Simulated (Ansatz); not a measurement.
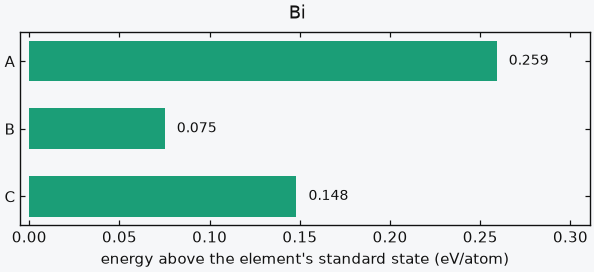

The figure shows the energy above the element's standard state of each starting structure type for Bi. The labels are replaced by letters. In alphabetical order the cases are: beta-tungsten (A15); lonsdaleite type; samarium (9R).

Computed with Ansatz 0.2.0: a formula put on the sites of a structure type, uncorrected energy per atom over the elements' standard states (H N O F Cl as gases), plane-wave PAW DFT, cell and atoms relaxed at 0 K and 0 GPa, spin start parallel or as listed, metals to 4 meV/atom. Level: PBE, no spin polarisation.

wave cutoff 420 eV.

The names give the starting types; a cell can relax into another structure.

Q: Which letter stands for which starting structure type?

A: A: beta-tungsten (A15) (0.259 eV/atom); B: lonsdaleite type (0.075 eV/atom); C: samarium (9R) (0.148 eV/atom).

Note: a crossing between the sampled k points may be missed; odd k mesh can miss points on the zone edge.
